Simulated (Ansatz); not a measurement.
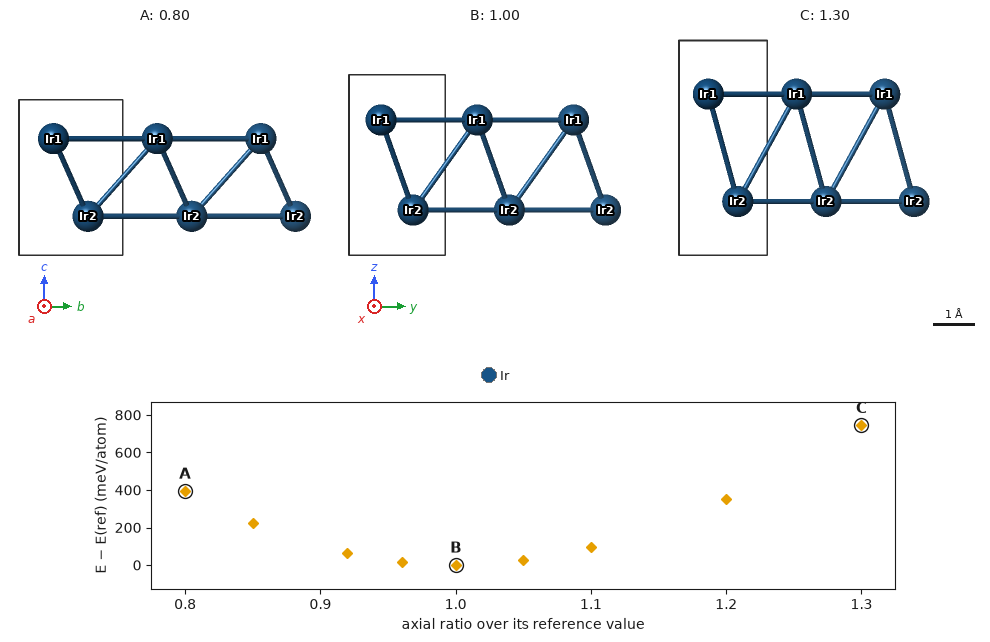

Energy scan for crystalline Ir (P6_3/mmc), in which the ratio of the cell's length along z to its lengths across, counted as 1 for the reference, is changed at fixed volume (a c/a path), with the atoms kept at their fractional coordinates. x, y and z are the Cartesian axes of the input. The lettered frames are marked on the plot. The picture is a ball-and-stick view of the cell of the calculation, repeated 3 × 3 × 1 with one cell outlined, seen along the a axis.

Method: Ansatz 0.2.0, DFT r2SCAN, scalar-relativistic, plane waves, PAW. Set-up: plane-wave cutoff 500 eV; k-point mesh 24 × 24 × 12; occupations gaussian; smearing width 0.15 eV; no spin polarisation. Energies (free energies at the smearing named) are counted from the cell as listed in its source, which wasn't relaxed.

**Describe the profile.**

Of the computed points the lowest is at the relative ratio 1.00, 0 meV/atom. At the ends of the scan the energy is 394 meV/atom (0.80) and 744 meV/atom (1.30). The unrelaxed reference is under a pressure of −8.8 GPa. The distortion keeps the space group P6_3/mmc. At the relative ratio 1.30 the cell of the drawing goes a 2.751 → 2.521 Å, b 2.751 → 2.521 Å, c 4.462 → 5.315 Å.
